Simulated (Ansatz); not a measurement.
## Geometry relaxation of Hf2O (part 1 of 2)

- system: Hf2O (P6₃/mmc, 6 atoms in the cell)
- method: DFT r2SCAN, scalar-relativistic, plane waves, PAW, no spin polarisation (Ansatz 0.2.0)

The structure was made by swapping elements on the sites of another compound; it need not be a known phase. It belongs to a series of runs on one base structure; here: S -> O on all its sites, cell and atoms relaxed. Figures and captions count atoms from 1; the log counts them from 0 in places.

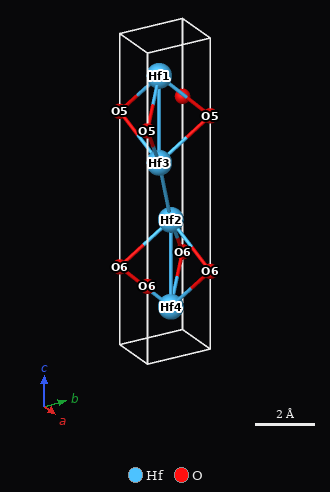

*The starting structure (ball-and-stick view of the cell of the calculation, seen slightly off an axis; atoms are numbered from 1 in the order of the input).*

Near neighbours in the crystal (not all of them lie inside the picture): Hf has 10 Hf at 3.00 to 3.15 Å and 3 O at 2.36 Å; O has 6 Hf at 2.36 Å.

## Input
```yaml
crystal:
  lattice:
    - [3.1476945276, 0.0, 0.0]
    - [-1.5738472638, 2.7259834242, 0.0]
    - [0.0, 0.0, 10.8216971876]
  atoms:
    - { symbol: Hf, position: [0.6666666667, 0.3333333333, 0.8897517325] }
    - { symbol: Hf, position: [0.3333333333, 0.6666666667, 0.3897517325] }
    - { symbol: Hf, position: [0.6666666667, 0.3333333333, 0.6102482675] }
    - { symbol: Hf, position: [0.3333333333, 0.6666666667, 0.1102482675] }
    - { symbol: O, position: [0.0, 0.0, 0.75] }
    - { symbol: O, position: [0.0, 0.0, 0.25] }
basis:
  ecutwfc: 500
kpoints:
  mp_grid: { grid: [12, 12, 4] }
hamiltonian:
  xc: r2scan
scf:
  occupations: { method: gaussian, width: 0.1 }
output:
  forces: true
  stress: true
  eigenvalues: true
relax:
  adjacent_minimum: "off"
  f_tol: 0.01
  max_steps: 60
  cell: { stress_tol: 0.1 }
```

Launched with:
```bash
ansatz run input.yaml --threads 1 --pin off --max-ram 2560MiB --backend cpu --events-out ev --progress --plain --runs-dir out
```

## The program's output
```
Engine: ansatz 0.2.0, x86_64-unknown-linux-gnu
Pseudopotentials: kind: paw
Pseudopotential: Hf, paw, valence charge 26, recommended cutoff 500 eV (meta_gga), Hf.paw.azcp
Pseudopotential: O, paw, valence charge 6, recommended cutoff 500 eV (meta_gga), O.paw.azcp
Functional definition: r2SCAN
  parameter k0 = 0.174
  parameter k1 = 0.065
  parameter a1 = 4.9479
  exchange = r2scan_x(k0 = k0, k1 = k1, a1 = a1)
  correlation = r2scan_c
Crystal: 6 atoms, lattice volume = 92.856 Å³
Basis set: ecut = 500 eV, 2343 PW (Γ), exchange–correlation on 96×96×320 points (64 copies of the dense FFT grid, shifted against one another)
Bands: 70, of which v1, the nominal top of the filled ones, is band 58 counted from 1 (57 counted from 0)
Symmetry: 24 space group operations
Space group: P63/mmc (ITA 194), of the structure as read, at distance tolerance 4.5e-5 Å
k-points: 57 of 576
Non-local potential: Hf, projectors of the file, l = 0: 3, l = 1: 2, l = 2: 2, l = 3: 3
Non-local potential: O, projectors of the file, l = 0: 2, l = 1: 2, l = 2: 1
PAW form: soft (Blöchl's): semilocal exchange-correlation on the pseudo side does not see the compensation charge
PAW frozen core: Hf, regenerated for the run's functional (the file was generated under x = pbe(κ = 0.804, μ = 0.2195149727645171), c = pbe(β = 0.06672455060314922))
PAW frozen core: O, regenerated for the run's functional (the file was generated under x = pbe(κ = 0.804, μ = 0.2195149727645171), c = pbe(β = 0.06672455060314922))
PAW one-centre angular grid: Hf, 974 points (default); XC on 160 Gauss nodes
PAW one-centre angular grid: O, 302 points (default); XC on 160 Gauss nodes
Initial density: superposition of atomic densities (neutral atoms: chi_scale 0, normalization atom), corrected by the library's trained network
Initial wavefunctions: pseudopotential atomic-orbital guess
Functional: x = r2scan, c = r2scan; τ floored in thin density (d = 2e-4 eV/Å³)
SCF iter   1: F=—  HF=-64074.421076 eV  |F-HF|=—  |Δ(HF+E_count)|=         —  Δρ=1.32e-2  dr2=1.97e-1  dr2_τ=2.05e-1  ethr=1.77e-3  ⟨swp⟩=4.4  Hψ=11504  notcnv=0  defer=5
preconditioner: auto → Kerker (q_TF=auto, 2.831 Å⁻¹)  [metal: Δε(μ)=0.067 eV  Ē_g=18.631 eV  σ=0.100 eV  W_gap=0.35  n_scr=38 (ndim 8)  ℏωp=40.0 eV  f_vac=0.000  D(μ)=2.00/eV (n_scr^D=6)]
SCF iter   2: F=—  HF=-64074.532674 eV  |F-HF|=—  |Δ(HF+E_count)|=   1.12e-1  Δρ=7.92e-3  dr2=9.04e-2  dr2_τ=5.70e-3  ethr=1.70e-4  ⟨swp⟩=2.0  Hψ=8315  notcnv=0  defer=292
SCF iter   3: F=—  HF=-64074.528893 eV  |F-HF|=—  |Δ(HF+E_count)|=   3.78e-3  Δρ=5.54e-3  dr2=5.50e-2  dr2_τ=1.44e-3  ethr=7.79e-5  ⟨swp⟩=2.9  Hψ=6270  notcnv=0  defer=292
SCF iter   4: F=—  HF=-64074.526834 eV  |F-HF|=—  |Δ(HF+E_count)|=   2.06e-3  Δρ=2.17e-3  dr2=1.26e-2  dr2_τ=4.96e-4  ethr=4.74e-5  ⟨swp⟩=2.0  Hψ=4507  notcnv=0  defer=292
SCF iter   5: F=—  HF=-64074.524793 eV  |F-HF|=—  |Δ(HF+E_count)|=   2.04e-3  Δρ=9.16e-4  dr2=2.24e-3  dr2_τ=3.66e-5  ethr=1.08e-5  ⟨swp⟩=2.0  Hψ=6091  notcnv=0  defer=292
SCF iter   6: F=—  HF=-64074.524441 eV  |F-HF|=—  |Δ(HF+E_count)|=   3.53e-4  Δρ=4.06e-4  dr2=1.05e-4  dr2_τ=1.27e-5  ethr=1.93e-6  ⟨swp⟩=2.0  Hψ=4615  notcnv=0  defer=292
SCF iter   7: F=—  HF=-64074.524444 eV  |F-HF|=—  |Δ(HF+E_count)|=   3.69e-6  Δρ=1.13e-4  dr2=1.23e-5  dr2_τ=7.45e-7  ethr=9.06e-8  ⟨swp⟩=2.0  Hψ=6103  notcnv=0  defer=292
SCF iter   8: F=—  HF=-64074.524432 eV  |F-HF|=—  |Δ(HF+E_count)|=   1.27e-5  Δρ=3.02e-5  dr2=7.41e-7  dr2_τ=1.30e-7  ethr=1.06e-8  ⟨swp⟩=2.0  Hψ=6233  notcnv=0  defer=292
SCF iter   9: F=—  HF=-64074.524432 eV  |F-HF|=—  |Δ(HF+E_count)|=   1.51e-7  Δρ=8.25e-6  dr2=6.62e-8  dr2_τ=1.52e-9  ethr=8.62e-11  ⟨swp⟩=8.1  Hψ=19420  notcnv=0
SCF iter  10: F=-64074.524432 eV  HF=-64074.524432 eV  |F-HF|=3.63e-9  |Δ(HF+E_count)|=   2.17e-8  Δρ=2.33e-6  dr2=6.69e-9  dr2_τ=3.07e-10  ethr=5.71e-11  ⟨swp⟩=4.1  Hψ=13085  notcnv=0
SCF 1 converged in 10 iterations: F = -64074.524432 eV  dr2 = 6.69e-9
  greatest PAW one-centre occupation: 0.998 electrons in one spin orbital (limit 2), on the Hf atom at site 3 (counted from 0), in its partial waves of l = 3
relax step   1: F+E_penalty+E_count = -64074.52443169 eV  Δ(F+E_penalty+E_count) = +0.000e0 eV  max|allowed force component| = 2.040e-2 eV/Å  Δτ_max = 0.0000 Å  P = +0.006 GPa  Ω = 92.856 Å³  (10 SCF iters, dr2 threshold 1.00e-7 eV, accepted)
Crystal: 6 atoms, lattice volume = 92.557 Å³
Initial density: handed on by an earlier stage of this run
Initial wavefunctions: those handed on with the density
iter 1 solved again at ethr=4.90e-6 eV; its pass at ethr=3.10e-3 eV (dr2=5.68e-3 eV) is discarded
SCF iter   1: F=—  HF=-64074.512521 eV  |F-HF|=—  |Δ(HF+E_count)|=         —  Δρ=2.38e-3  dr2=5.54e-3  dr2_τ=1.24e-2  ethr=4.90e-6  ⟨swp⟩=2.0  Hψ=18591  notcnv=0
preconditioner: auto → Kerker (q_TF=auto, 2.833 Å⁻¹)  [metal: Δε(μ)=0.043 eV  Ē_g=18.395 eV  σ=0.100 eV  W_gap=0.24  n_scr=38 (ndim 8)  ℏωp=40.1 eV  f_vac=0.002  D(μ)=2.04/eV (n_scr^D=6)]
SCF iter   2: F=—  HF=-64074.519590 eV  |F-HF|=—  |Δ(HF+E_count)|=   7.07e-3  Δρ=9.75e-4  dr2=1.03e-3  dr2_τ=9.85e-5  ethr=4.78e-6  ⟨swp⟩=2.0  Hψ=7172  notcnv=0
SCF iter   3: F=—  HF=-64074.519545 eV  |F-HF|=—  |Δ(HF+E_count)|=   4.52e-5  Δρ=4.27e-4  dr2=2.53e-4  dr2_τ=7.62e-6  ethr=8.84e-7  ⟨swp⟩=1.4  Hψ=4016  notcnv=0
SCF iter   4: F=—  HF=-64074.519508 eV  |F-HF|=—  |Δ(HF+E_count)|=   3.72e-5  Δρ=1.02e-4  dr2=1.40e-5  dr2_τ=6.21e-7  ethr=2.18e-7  ⟨swp⟩=2.0  Hψ=6374  notcnv=0
SCF iter   5: F=—  HF=-64074.519509 eV  |F-HF|=—  |Δ(HF+E_count)|=   1.43e-6  Δρ=6.77e-5  dr2=3.12e-6  dr2_τ=5.11e-7  ethr=1.21e-8  ⟨swp⟩=2.0  Hψ=6924  notcnv=0
SCF iter   6: F=—  HF=-64074.519509 eV  |F-HF|=—  |Δ(HF+E_count)|=   5.27e-7  Δρ=2.98e-5  dr2=9.45e-7  dr2_τ=5.39e-8  ethr=2.69e-9  ⟨swp⟩=2.0  Hψ=6524  notcnv=0
SCF iter   7: F=-64074.519509 eV  HF=-64074.519509 eV  |F-HF|=1.30e-7  |Δ(HF+E_count)|=   8.29e-8  Δρ=1.84e-5  dr2=3.71e-7  dr2_τ=1.86e-8  ethr=5.17e-10  ⟨swp⟩=5.5  Hψ=15232  notcnv=0
the search or the solves at the SCF's close seem to have found levels that the self-consistency loop had missed (the run counts 1). By its estimate they hold under 1e-12 electrons; where the run keeps them, the occupations were computed again with them
SCF 2 converged in 7 iterations: F = -64074.519509 eV  dr2 = 3.71e-7
relax step   2: F+E_penalty+E_count = -64074.51950874 eV  Δ(F+E_penalty+E_count) = +4.923e-3 eV  max|allowed force component| = 1.850e-2 eV/Å  Δτ_max = 0.0007 Å  P = +0.473 GPa  Ω = 92.557 Å³  energy of the carried Pulay correction = +7.392e-5 eV  (7 SCF iters, dr2 threshold 6.00e-7 eV, rejected (line search))
Crystal: 6 atoms, lattice volume = 92.879 Å³
iter 1 solved again at ethr=2.36e-6 eV; its pass at ethr=3.10e-3 eV (dr2=2.74e-3 eV) is discarded
SCF iter   1: F=—  HF=-64074.521064 eV  |F-HF|=—  |Δ(HF+E_count)|=         —  Δρ=1.73e-3  dr2=3.01e-3  dr2_τ=6.80e-3  ethr=2.36e-6  ⟨swp⟩=2.1  Hψ=17095  notcnv=0
preconditioner: auto → Kerker (q_TF=auto, 2.831 Å⁻¹)  [metal: Δε(μ)=0.052 eV  Ē_g=18.396 eV  σ=0.100 eV  W_gap=0.28  n_scr=38 (ndim 8)  ℏωp=40.0 eV  f_vac=0.002  D(μ)=1.99/eV (n_scr^D=6)]
SCF iter   2: F=—  HF=-64074.525286 eV  |F-HF|=—  |Δ(HF+E_count)|=   4.22e-3  Δρ=7.09e-4  dr2=5.82e-4  dr2_τ=5.38e-5  ethr=2.36e-6  ⟨swp⟩=2.0  Hψ=7239  notcnv=0
SCF iter   3: F=—  HF=-64074.525262 eV  |F-HF|=—  |Δ(HF+E_count)|=   2.33e-5  Δρ=3.20e-4  dr2=1.61e-4  dr2_τ=4.87e-6  ethr=5.02e-7  ⟨swp⟩=1.4  Hψ=4023  notcnv=0
SCF iter   4: F=—  HF=-64074.525234 eV  |F-HF|=—  |Δ(HF+E_count)|=   2.84e-5  Δρ=1.01e-4  dr2=1.35e-5  dr2_τ=8.53e-7  ethr=1.39e-7  ⟨swp⟩=2.0  Hψ=4657  notcnv=0
SCF iter   5: F=—  HF=-64074.525221 eV  |F-HF|=—  |Δ(HF+E_count)|=   1.24e-5  Δρ=5.48e-5  dr2=2.37e-6  dr2_τ=2.24e-7  ethr=1.16e-8  ⟨swp⟩=2.0  Hψ=6633  notcnv=0
SCF iter   6: F=—  HF=-64074.525220 eV  |F-HF|=—  |Δ(HF+E_count)|=   1.61e-6  Δρ=1.92e-5  dr2=3.78e-7  dr2_τ=2.97e-8  ethr=2.04e-9  ⟨swp⟩=2.0  Hψ=6380  notcnv=0
SCF iter   7: F=—  HF=-64074.525220 eV  |F-HF|=—  |Δ(HF+E_count)|=   6.71e-8  Δρ=1.18e-5  dr2=1.34e-7  dr2_τ=7.79e-9  ethr=3.26e-10  ⟨swp⟩=2.0  Hψ=6999  notcnv=0
SCF iter   8: F=—  HF=-64074.525220 eV  |F-HF|=—  |Δ(HF+E_count)|=   4.64e-8  Δρ=7.68e-6  dr2=6.79e-8  dr2_τ=2.74e-9  ethr=1.15e-10  ⟨swp⟩=2.0  Hψ=7292  notcnv=0
SCF iter   9: F=—  HF=-64074.525220 eV  |F-HF|=—  |Δ(HF+E_count)|=  7.86e-10  Δρ=2.25e-6  dr2=6.85e-9  dr2_τ=2.22e-10  ethr=5.86e-11  ⟨swp⟩=2.0  Hψ=4606  notcnv=0
SCF iter  10: F=—  HF=-64074.525220 eV  |F-HF|=—  |Δ(HF+E_count)|=  4.66e-10  Δρ=4.40e-7  dr2=1.74e-10  dr2_τ=5.16e-12  ethr=1.00e-12  ⟨swp⟩=4.2  Hψ=17784  notcnv=0
SCF iter  11: F=-64074.525220 eV  HF=-64074.525220 eV  |F-HF|=0.00e0  |Δ(HF+E_count)|=  4.37e-11  Δρ=1.24e-7  dr2=1.18e-11  dr2_τ=7.63e-13  ethr=1.00e-12  ⟨swp⟩=4.0  Hψ=14083  notcnv=0
the search or the solves at the SCF's close seem to have found levels that the self-consistency loop had missed (the run counts 2). By its estimate they hold under 1e-12 electrons; where the run keeps them, the occupations were computed again with them
SCF 3 converged in 11 iterations: F = -64074.525220 eV  dr2 = 1.18e-11
  greatest PAW one-centre occupation: 0.998 electrons in one spin orbital (limit 2), on the Hf atom at site 2 (counted from 0), in its partial waves of l = 3
relax step   3: F+E_penalty+E_count = -64074.52521990 eV  Δ(F+E_penalty+E_count) = -7.882e-4 eV  max|allowed force component| = 2.745e-4 eV/Å  Δτ_max = 0.0006 Å  P = -0.071 GPa  Ω = 92.879 Å³  energy of the carried Pulay correction = -5.539e-6 eV  (11 SCF iters, accepted)
Initial wavefunctions: pseudopotential atomic-orbital guess (no wavefunctions were taken with the density)
iter 1 solved again at ethr=1.66e-8 eV; its pass at ethr=3.10e-3 eV (dr2=1.92e-5 eV) is discarded
SCF iter   1: F=—  HF=-64074.525227 eV  |F-HF|=—  |Δ(HF+E_count)|=         —  Δρ=5.33e-6  dr2=2.55e-9  dr2_τ=1.41e-8  ethr=1.66e-8  ⟨swp⟩=3.3  Hψ=23134  notcnv=0
preconditioner: auto → Kerker (q_TF=auto, 2.831 Å⁻¹)  [metal: Δε(μ)=0.036 eV  Ē_g=18.392 eV  σ=0.100 eV  W_gap=0.19  n_scr=38 (ndim 8)  ℏωp=40.0 eV  f_vac=0.002  D(μ)=1.99/eV (n_scr^D=6)]
SCF iter   2: F=—  HF=-64074.525220 eV  |F-HF|=—  |Δ(HF+E_count)|=   7.82e-6  Δρ=2.84e-6  dr2=7.11e-10  dr2_τ=1.05e-9  ethr=2.20e-12  ⟨swp⟩=3.0  Hψ=10460  notcnv=0
SCF iter   3: F=-64074.525220 eV  HF=-64074.525220 eV  |F-HF|=7.28e-12  |Δ(HF+E_count)|=   2.50e-9  Δρ=2.89e-7  dr2=4.36e-11  dr2_τ=2.50e-11  ethr=1.00e-12  ⟨swp⟩=5.5  Hψ=15636  notcnv=0
SCF 4 converged in 3 iterations: F = -64074.525220 eV  dr2 = 4.36e-11
relax step   4: F+E_penalty+E_count = -64074.52521951 eV  Δ(F+E_penalty+E_count) = +3.913e-7 eV  max|allowed force component| = 2.698e-4 eV/Å  Δτ_max = 0.0000 Å  P = -0.071 GPa  Ω = 92.879 Å³  stress off target by 9.12e-2 GPa  SCF on the basis re-selected at this cell (its energy is not comparable with the rows above)  (3 SCF iters)
```

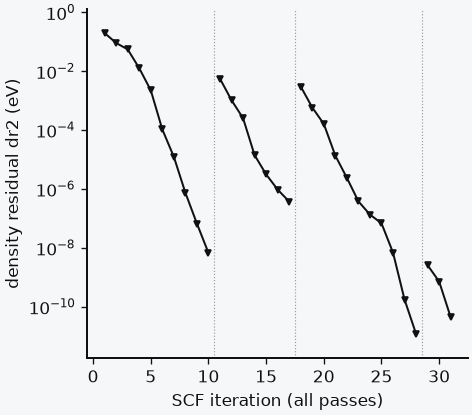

*Convergence of the self-consistent field: density residual dr2 against the SCF iteration. The dotted lines part the SCF passes of the relaxation: geometry steps, rejected trials and re-solves on a re-selected basis.*

The passes take 10, 7, 11 and 3 iterations.
